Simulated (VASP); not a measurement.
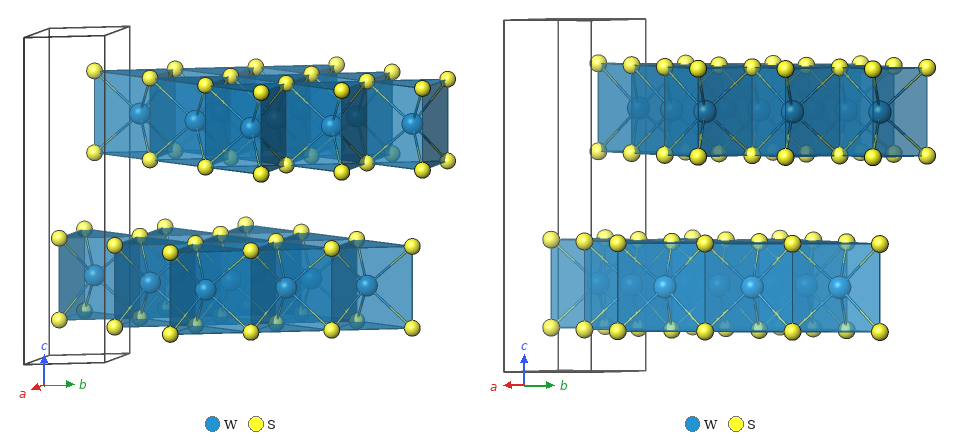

Polyhedra are drawn about W (bonds: S–W below 2.7 Å); other atoms are plain spheres. Two views of the same piece.

WS₂ (space group P6_3/mmc, No. 194): the geometry relaxed with VASP 6.6.1, VASP Kohn-Sham DFT of a periodic cell, PBEsol, VASP PAW PBE potentials, recommended.

**What figure surrounds each W atom, and what does it share with the other drawn polyhedra?**

W: WS6 trigonal prism, sharing edges with six neighbours.

**How do these polyhedra hang together as a whole?**

They form layers of edge-sharing trigonal prisms parallel to (001).

**How far apart are the centres of linked polyhedra?**

Centre to centre across a shared edge: 3.15 Å.
